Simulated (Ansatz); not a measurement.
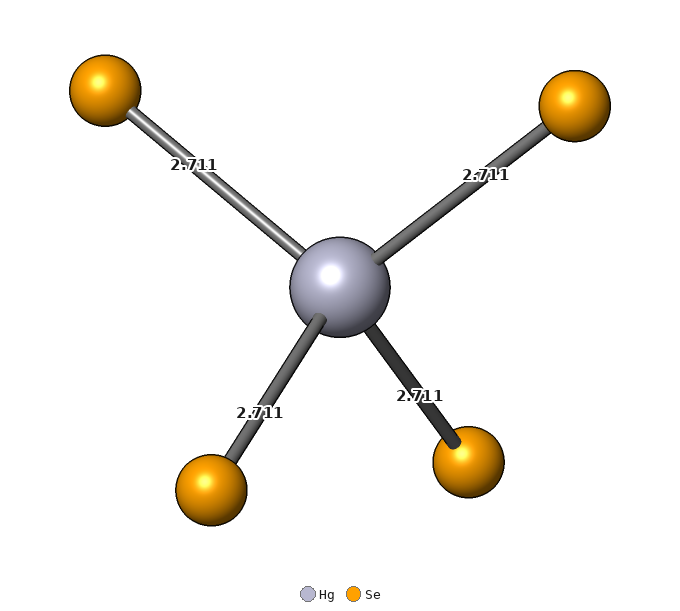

The surroundings of site Hg1 (at 0.000, 0.000, 0.000) in HgSe (F-43m), with bond lengths in Å.

The cell is taken from coordinates from a relaxation with DFT PBE, scalar-relativistic, plane waves, PAW in Ansatz.

```xyz
8
Lattice="6.2602 0.0000 0.0000 0.0000 6.2602 0.0000 0.0000 0.0000 6.2602" Properties=species:S:1:pos:R:3 pbc="T T T"
Hg    0.0000    0.0000    0.0000
Se    1.5651    1.5651    1.5651
Hg    0.0000    3.1301    3.1301
Se    1.5651    4.6952    4.6952
Hg    3.1301    0.0000    3.1301
Se    4.6952    1.5651    4.6952
Hg    3.1301    3.1301    0.0000
Se    4.6952    4.6952    1.5651
```

Bond valence s = exp((R0 − d)/b), R0 fitted to published crystal structures with b = 0.37 Å; R0 in Å: Hg2+–Se 2.397.

Calculate the bond-valence sum of Hg1 from the bonds drawn.

Answer. 4 × 0.428 = 1.71 v.u., against a formal valence of 2: underbonded (bonds long for this ion) by 0.29.

And over the whole structure?

Answer.
```csv
site,"x, y, z",formal valence,bond-valence sum,difference
Hg1,"0.000, 0.000, 0.000",+2,1.71,-0.29
Se1,"0.250, 0.250, 0.250",−2,1.71,-0.29
```

These sums include all anions within 5 Å. The global instability index (root mean square of the differences over all atoms) is 0.29 v.u.: above 0.2, which by the usual rule of thumb marks a strained structure. Cells relaxed with PBE tend to have slightly long bonds, which lowers the sums.
